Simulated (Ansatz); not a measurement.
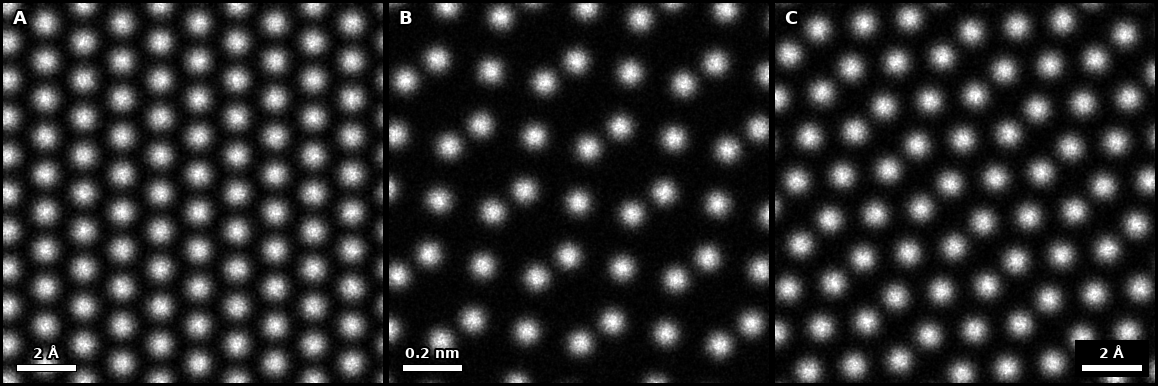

Three views of Pt (P6/mmm, No. 191) along different zone axes. The image is simulated as a sum over atoms of Z^1.7, blurred by a 0.62 Å probe (no channelling). Shot noise was added. Structure used: coordinates from a relaxation with Ansatz 0.2.0, DFT, PBE, plane waves (420 eV) with PAW, scalar-relativistic; the starting structure was generated, so it need not be a known form of this composition.

```xyz
3
Lattice="4.5357 0.0000 0.0000 -2.2678 3.9280 0.0000 0.0000 0.0000 2.6988" Properties=species:S:1:pos:R:3 pbc="T T T"
Pt    0.0000    0.0000    0.0000
Pt    0.0000    2.6187    1.3494
Pt    2.2678    1.3093    1.3494
```

Question: Match the panels to the zone axes [100], [102] and [201].

Answer: A is [201]: projected cell 1.29 × 1.46 Å, 116°, plane group c2mm. B is [100]: projected cell 2.70 × 3.93 Å, 90°, plane group p2mm. C is [102]: projected cell 1.74 × 3.93 Å, 90°, plane group p2mm.
